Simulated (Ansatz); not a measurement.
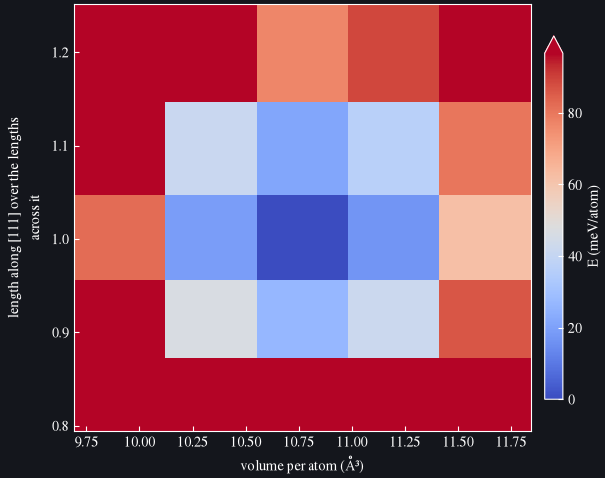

Energy landscape of TaN (Fm-3m, No. 225; 2 atoms in the cell). The energy is mapped over volume and the cell's shape. The first coordinate is: volume per atom; the second: length along [111] over the lengths across it, relative to the cubic cell. Nothing is relaxed (symmetry fixes all fractional coordinates). The grid has 5 × 5 points. Points are written as (first, second). All energies are given in meV/atom relative to the lowest grid point. The calculation used DFT PBE, scalar-relativistic, plane waves, PAW in Ansatz 0.2.0. Settings: cutoff 520 eV, k-mesh 20×20×20, gaussian smearing 0.15 eV, no spin polarisation.

Drawn: one coloured cell a grid point, one colour for all values above the top of the scale. 

Summarise what can be read from the map.

Answer. The lowest grid point is at (10.77 Å³, 1.000). No other kind of well shows on this grid. The highest grid point, (9.90 Å³, 0.834), lies 205 meV/atom above the lowest. Round the minimum the two coordinates are nearly uncoupled.

Each point was launched as `ansatz run input.yaml --threads 1 --pin off --max-ram 2048MiB --backend cpu --events-out ev --progress --plain --runs-dir out`. Time for the 25 points that were run: 12 min on 1 thread of Arm Neoverse N1, with other jobs on the host.

PAW datasets: the set soft_1.
